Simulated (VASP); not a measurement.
Geometry relaxation, with input and output: W (part 1 of 2)

- system: W (1 atom in the cell)
- method: Kohn-Sham DFT of a periodic cell, PBE, VASP PAW PBE potentials, recommended, no spin polarisation (VASP 6.6.1)

The structure derives from an entry of the Crystallography Open Database. It belongs to a series of runs on one base structure; here: soc = False.

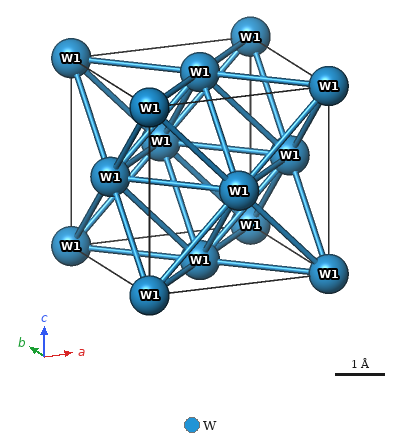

The structure as given in the input (ball-and-stick view of the cell 4 times as large as that of the calculation, set on its symmetry axes, seen slightly off an axis; atoms are numbered from 1 in the order of the input). Near neighbours in the crystal (not all of them lie inside the picture): W has 12 W at 2.87 Å.

INCAR
```
PREC = Accurate
ENCUT = 600
EDIFF = 1E-7
ISMEAR = -1
SIGMA = 0.05
LREAL = F
LASPH = T
NELM = 80
ALGO = Fast
ISIF = 3
LWAVE = F
LCHARG = F
GGA = PE
IBRION = 2
NSW = 40
EDIFFG = -0.005
```

KPOINTS
```
Automatic mesh
0
Gamma
  8 8 8
```

POSCAR
```
W
1.0
    0.0000000000      2.0300000000      2.0300000000
    2.0300000000      0.0000000000      2.0300000000
    2.0300000000      2.0300000000      0.0000000000
W
1
Direct
    0.0000000000      0.0000000000      0.0000000000
```

Run on 1 thread of Intel Xeon (Granite Rapids), 192 GiB of memory available, shared host.

Launch command:
```bash
cat potpaw_PBE.64/W_sv/POTCAR > POTCAR
mpirun -np 1 vasp_std > vasp.out
```

OSZICAR
```
N       E                     dE             d eps       ncg     rms          rms(c)
DAV:   1     0.881253451695E+02    0.88125E+02   -0.85294E+03   638   0.156E+03
DAV:   2    -0.110314711890E+02   -0.99157E+02   -0.96467E+02   704   0.373E+02
DAV:   3    -0.131091255136E+02   -0.20777E+01   -0.20378E+01   707   0.503E+01
DAV:   4    -0.131228194982E+02   -0.13694E-01   -0.13681E-01   683   0.437E+00
DAV:   5    -0.131229172133E+02   -0.97715E-04   -0.97714E-04   707   0.392E-01    0.184E+01
RMM:   6    -0.126175684983E+02    0.50535E+00   -0.57874E-01   638   0.804E+00    0.733E+00
RMM:   7    -0.124895094925E+02    0.12806E+00   -0.43510E-01   639   0.670E+00    0.913E-01
RMM:   8    -0.124865307499E+02    0.29787E-02   -0.16384E-02   659   0.142E+00    0.223E-01
RMM:   9    -0.124865349392E+02   -0.41893E-05   -0.31787E-03   642   0.670E-01    0.398E-02
RMM:  10    -0.124865672654E+02   -0.32326E-04   -0.37878E-04   696   0.265E-01    0.718E-03
RMM:  11    -0.124865673399E+02   -0.74499E-07   -0.79972E-05   649   0.121E-01    0.466E-03
RMM:  12    -0.124865691497E+02   -0.18097E-05   -0.20004E-05   664   0.598E-02    0.680E-03
RMM:  13    -0.124865687372E+02    0.41246E-06   -0.41744E-06   606   0.281E-02    0.586E-04
RMM:  14    -0.124865689285E+02   -0.19129E-06   -0.70896E-07   499   0.121E-02    0.228E-04
RMM:  15    -0.124865689867E+02   -0.58219E-07   -0.25802E-07   423   0.654E-03
   1 F= -.12486569E+02 E0= -.12480265E+02  d E =-.124866E+02
       N       E                     dE             d eps       ncg     rms          rms(c)
DAV:   1    -0.129122065966E+02   -0.42564E+00   -0.10513E+01   650   0.500E+01    0.895E+00
RMM:   2    -0.125254687773E+02    0.38674E+00   -0.51078E-01   638   0.817E+00    0.209E+00
RMM:   3    -0.124555283216E+02    0.69940E-01   -0.25574E-01   639   0.571E+00    0.180E+00
RMM:   4    -0.124587419232E+02   -0.32136E-02   -0.16782E-02   674   0.176E+00    0.288E-01
RMM:   5    -0.124585566993E+02    0.18522E-03   -0.59745E-03   648   0.102E+00    0.469E-02
RMM:   6    -0.124586458882E+02   -0.89189E-04   -0.96870E-04   683   0.437E-01    0.422E-02
RMM:   7    -0.124586538326E+02   -0.79444E-05   -0.89072E-05   653   0.139E-01    0.479E-02
RMM:   8    -0.124586799217E+02   -0.26089E-04   -0.72507E-05   646   0.101E-01    0.655E-02
RMM:   9    -0.124586471670E+02    0.32755E-04   -0.15309E-04   638   0.154E-01    0.366E-02
RMM:  10    -0.124586370988E+02    0.10068E-04   -0.83372E-06   645   0.357E-02    0.113E-02
RMM:  11    -0.124586375195E+02   -0.42067E-06   -0.13381E-06   634   0.172E-02    0.399E-03
RMM:  12    -0.124586381997E+02   -0.68018E-06   -0.30654E-07   481   0.869E-03    0.733E-04
RMM:  13    -0.124586380464E+02    0.15324E-06   -0.33578E-08   382   0.257E-03    0.229E-04
RMM:  14    -0.124586381065E+02   -0.60112E-07   -0.59734E-09   337   0.113E-03
   2 F= -.12458638E+02 E0= -.12452087E+02  d E =0.279309E-01
       N       E                     dE             d eps       ncg     rms          rms(c)
DAV:   1    -0.127647348620E+02   -0.30610E+00   -0.65469E+00   662   0.410E+01    0.615E+00
RMM:   2    -0.125217150640E+02    0.24302E+00   -0.35817E-01   638   0.667E+00    0.156E+00
RMM:   3    -0.124873825185E+02    0.34333E-01   -0.14470E-01   640   0.425E+00    0.110E+00
RMM:   4    -0.124892863107E+02   -0.19038E-02   -0.10031E-02   668   0.137E+00    0.353E-01
RMM:   5    -0.124892790270E+02    0.72837E-05   -0.30141E-03   660   0.731E-01    0.185E-02
RMM:   6    -0.124893189385E+02   -0.39911E-04   -0.43444E-04   677   0.291E-01    0.159E-02
RMM:   7    -0.124893257240E+02   -0.67856E-05   -0.55496E-05   662   0.111E-01    0.913E-03
RMM:   8    -0.124893260476E+02   -0.32355E-06   -0.16750E-05   640   0.631E-02    0.103E-02
RMM:   9    -0.124893257412E+02    0.30645E-06   -0.61654E-06   645   0.323E-02    0.426E-03
RMM:  10    -0.124893255362E+02    0.20498E-06   -0.43512E-07   427   0.786E-03    0.431E-04
RMM:  11    -0.124893253442E+02    0.19194E-06   -0.15282E-07   415   0.436E-03    0.324E-04
RMM:  12    -0.124893253987E+02   -0.54438E-07   -0.21291E-08   277   0.180E-03
   3 F= -.12489325E+02 E0= -.12482946E+02  d E =-.275641E-02
       N       E                     dE             d eps       ncg     rms          rms(c)
DAV:   1    -0.124893359868E+02   -0.10643E-04   -0.22731E-04   695   0.237E-01    0.376E-02
RMM:   2    -0.124893274092E+02    0.85777E-05   -0.11763E-05   638   0.386E-02    0.912E-03
RMM:   3    -0.124893261754E+02    0.12338E-05   -0.54622E-06   640   0.260E-02    0.744E-03
RMM:   4    -0.124893265825E+02   -0.40711E-06   -0.35870E-07   554   0.809E-03    0.250E-03
RMM:   5    -0.124893265353E+02    0.47205E-07   -0.14479E-07   391   0.501E-03
   4 F= -.12489327E+02 E0= -.12482945E+02  d E =-.275755E-02
```

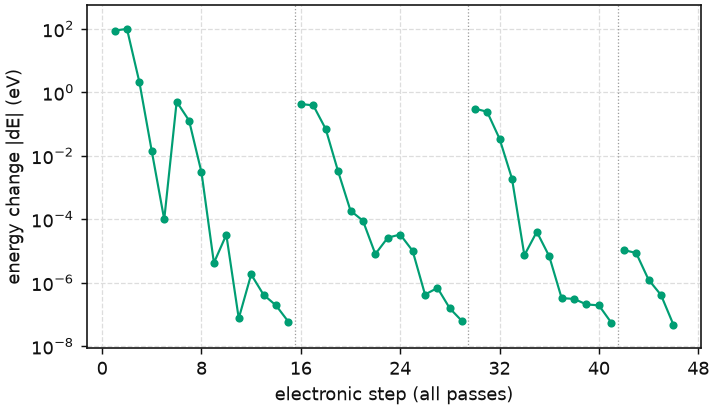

Convergence of the self-consistent field: energy change |dE| against the electronic step. Each stretch between dotted lines is the SCF of one geometry step of a relaxation. The 4 ionic steps take 5 to 15 electronic steps each. The density is held fixed in the first few steps, and dE rises again when its update begins.

Parts of OUTCAR
```
PREC = Accurate
   ENCUT = 600
   EDIFF = 1E-7
   ISMEAR = -1
   LREAL = F
   LASPH = T
   NELM = 80
   ISIF = 3
   GGA = PE
   IBRION = 2
   NSW = 40
   EDIFFG = -0.005

 ion  position               nearest neighbor table
   1  0.000  0.000  0.000-

  LATTYP: Found a face centered cubic cell.
 ALAT       =     4.0600000000

  Lattice vectors:

 A1 = (   0.0000000000,   2.0300000000,   2.0300000000)
 A2 = (   2.0300000000,   0.0000000000,   2.0300000000)
 A3 = (   2.0300000000,   2.0300000000,   0.0000000000)

Analysis of symmetry for initial positions (statically):
=====================================================================
 Subroutine PRICEL returns:
 Original cell was already a primitive cell.

 Routine SETGRP: Setting up the symmetry group for a
 face centered cubic supercell.

 Subroutine GETGRP returns: Found 48 space group operations
 (whereof 48 operations were pure point group operations)
 out of a pool of 48 trial point group operations.

The static configuration has the point symmetry O_h .

Analysis of symmetry for dynamics (positions and initial velocities):
=====================================================================
 Subroutine PRICEL returns:
 Original cell was already a primitive cell.

 Routine SETGRP: Setting up the symmetry group for a
 face centered cubic supercell.

 Subroutine GETGRP returns: Found 48 space group operations
 (whereof 48 operations were pure point group operations)
 out of a pool of 48 trial point group operations.

The dynamic configuration has the point symmetry O_h .

 Subroutine INISYM returns: Found 48 space group operations
 (whereof 48 operations are pure point group operations),
 and found     1 'primitive' translations

----------------------------------------------------------------------------------------

                                     Primitive cell

  volume of cell :      16.7309

  direct lattice vectors                    reciprocal lattice vectors
     0.000000000  2.030000000  2.030000000    -0.246305419  0.246305419  0.246305419
     2.030000000  0.000000000  2.030000000     0.246305419 -0.246305419  0.246305419
     2.030000000  2.030000000  0.000000000     0.246305419  0.246305419 -0.246305419

  length of vectors
     2.870853532  2.870853532  2.870853532     0.426613499  0.426613499  0.426613499

  position of ions in fractional coordinates (direct lattice)
     0.000000000  0.000000000  0.000000000

  ion indices of the primitive-cell ions
   primitive index   ion index
                 1           1

----------------------------------------------------------------------------------------

 KPOINTS: Automatic mesh

Automatic generation of k-mesh.
 Grid dimensions read from file:
 generate k-points for:    8    8    8

 Generating k-lattice:

  Cartesian coordinates                     Fractional coordinates (reciprocal lattice)
    -0.030788177  0.030788177  0.030788177     0.125000000  0.000000000  0.000000000
     0.030788177 -0.030788177  0.030788177     0.000000000  0.125000000  0.000000000
     0.030788177  0.030788177 -0.030788177     0.000000000  0.000000000  0.125000000

  Length of vectors
     0.053326687  0.053326687  0.053326687

  Shift w.r.t. Gamma in fractional coordinates (k-lattice)
     0.000000000  0.000000000  0.000000000

 Subroutine IBZKPT returns following result:
 ===========================================

 Found     29 irreducible k-points:

 Following reciprocal coordinates:
            Coordinates               Weight
  0.000000  0.000000  0.000000      1.000000
  0.125000  0.000000  0.000000      8.000000
  0.250000  0.000000  0.000000      8.000000
  0.375000  0.000000  0.000000      8.000000
  0.500000  0.000000  0.000000      4.000000
  0.125000  0.125000  0.000000      6.000000
  0.250000  0.125000  0.000000     24.000000
  0.375000  0.125000  0.000000     24.000000
  0.500000  0.125000  0.000000     24.000000
 -0.375000  0.125000  0.000000     24.000000
 -0.250000  0.125000  0.000000     24.000000
 -0.125000  0.125000  0.000000     12.000000
  0.250000  0.250000  0.000000      6.000000
  0.375000  0.250000  0.000000     24.000000
  0.500000  0.250000  0.000000     24.000000
 -0.375000  0.250000  0.000000     24.000000
 -0.250000  0.250000  0.000000     12.000000
  0.375000  0.375000  0.000000      6.000000
  0.500000  0.375000  0.000000     24.000000
 -0.375000  0.375000  0.000000     12.000000
  0.500000  0.500000  0.000000      3.000000
  0.375000  0.250000  0.125000     24.000000
  0.500000  0.250000  0.125000     48.000000
 -0.375000  0.250000  0.125000     24.000000
 [... further k-points ...]
   k-points           NKPTS =     29   k-points in BZ     NKDIM =     29   number of bands    NBANDS=     11
   number of dos      NEDOS =    301   number of ions     NIONS =      1
   total plane-waves  NPLWV =  13824
   dimension x,y,z NGX =    24 NGY =   24 NGZ =   24
   dimension x,y,z NGXF=    48 NGYF=   48 NGZF=   48
   ions per type =               1
   NGX,Y,Z   is equivalent  to a cutoff of  13.90, 13.90, 13.90 a.u.
   NGXF,Y,Z  is equivalent  to a cutoff of  27.80, 27.80, 27.80 a.u.
 SYSTEM =  unknown system
   PREC   = accura    normal or accurate (medium, high low for compatibility)
   ISTART =      0    job   : 0-new  1-cont  2-samecut
   ICHARG =      2    charge: 1-file 2-atom 10-const
   ISPIN  =      1    spin polarized calculation?
   LNONCOLLINEAR =      F non collinear calculations
   LSORBIT =      F    spin-orbit coupling
   LASPH  =      T    aspherical Exc in radial PAW
   ENCUT  =  600.0 eV  44.10 Ry    6.64 a.u.   5.73  5.73  5.73*2*pi/ulx,y,z
   NELM   =     80;   NELMIN=  2; NELMDL= -5     # of ELM steps
   EDIFF  = 0.1E-06   stopping-criterion for ELM
   LREAL  =      F    real-space projection
   EDIFFG = -.5E-02   stopping-criterion for IOM
   NSW    =     40    number of steps for IOM
   IBRION =      2    ionic relax: 0-MD 1-quasi-New 2-CG
   NFREE  =      1    steps in history (QN), initial steepest desc. (CG)
   ISIF   =      3    stress and relaxation
   ISYM   =      2    0-nonsym 1-usesym 2-fastsym
   POTIM  = 0.5000    time-step for ionic-motion
   TEBEG  =    0.0;   TEEND  =   0.0 temperature during run
   PSTRESS=    0.0 pullay stress
   NELECT =      14.0000    total number of electrons
   NUPDOWN=      -1.0000    fix difference up-down
   EMIN   =  10.00;   EMAX   =-10.00  energy-range for DOS
   EFERMI =   0.00;   METHOD = LEGACY
   ISMEAR =    -1;   SIGMA  =   0.05  broadening in eV -4-tet -1-fermi 0-gaus
   EFERMI_NEDOS =   21; number of points for ismear=-14 and -15
   IALGO  =     68    algorithm
   IMIX   =      4    mixing-type and parameters
     AMIX     =   0.40;   BMIX     =  1.00
     AMIX_MAG =   1.60;   BMIX_MAG =  1.00
  volume/ion in A,a.u.               =      16.73       112.91
  Fermi-wavevector in a.u.,A,eV,Ry     =   1.542688  2.915258 32.380324  2.379887
  Thomas-Fermi vector in A             =   2.648457
   LORBIT       =      0    0 simple, 1 ext, 2 COOP (PROOUT), +10 PAW based schemes
   GGA     = PE    functional components
   LHFCALC =     F    Hartree Fock is set to
   AEXX    =    0.0000 exact exchange contribution
   IVDW    =     0    specifies the selected vdW correction
   LEPSILON=     F    determine dielectric tensor
   LRPA    =     F    only Hartree local field effects (RPA)
 conjugate gradient relaxation of ions
 non-spin polarized calculation
 RMM-DIIS sequential band-by-band and
  energy-cutoff  :      600.00
  volume of cell :       16.73
 maximum number of plane-waves:       568
   NGX = 11   NGY = 11   NGZ = 11

--------------------------------------- Ionic step        1  -------------------------------------------

 number of electron      14.0000002 magnetization
```
